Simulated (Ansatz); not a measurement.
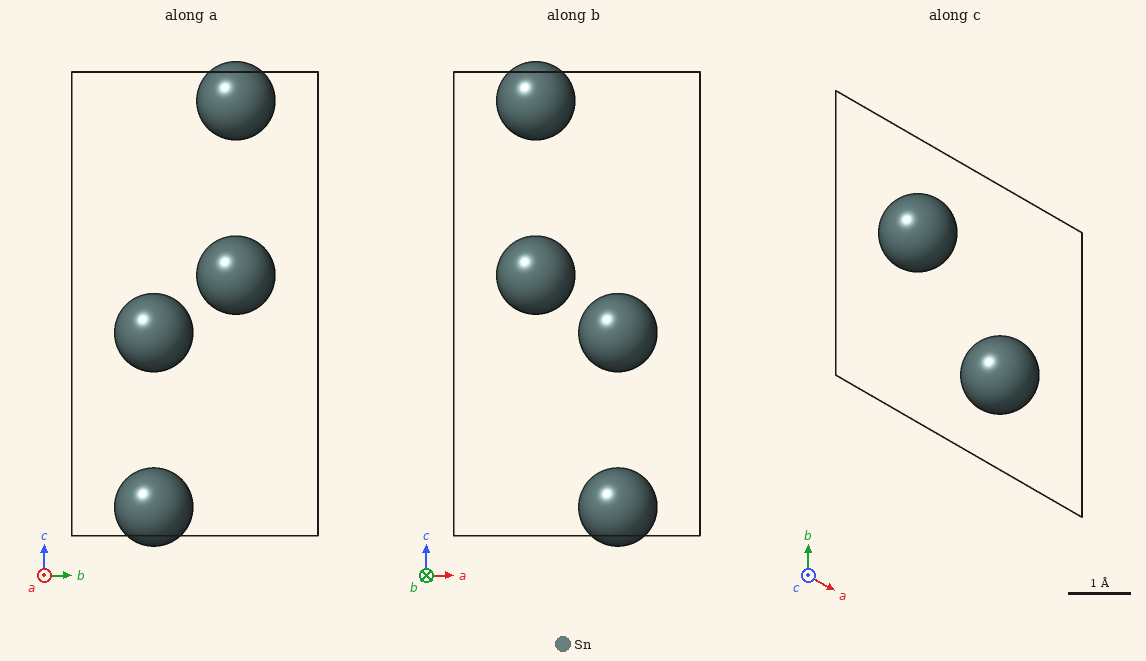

Spheres-only representation of a periodic structure, projected along the a axis, along the b axis and along the c axis. The conventional unit cell is outlined; an atom on or near a face, edge or corner is repeated at each equivalent position.

Lattice parameters: a = 4.658 Å, b = 4.658 Å, c = 7.595 Å, α = 90.00°, β = 90.00°, γ = 120.00°. Put a along x and b in the xy plane.

From the views, write a POSCAR file, with free fractional coordinates to two decimals.

Answer.
```
Sn
1.0
     4.658    0.000    0.000
    -2.329    4.034    0.000
     0.000    0.000    7.595
Sn
4
Direct
  0.3333 0.6667 0.56
  0.6667 0.3333 0.06
  0.3333 0.6667 0.94
  0.6667 0.3333 0.44
```

Starting structure: a structure type filled with this element by a generator (whether the element takes this form wasn't checked). The cell was then strained or its atoms displaced on purpose. It went into a calculation with Ansatz.
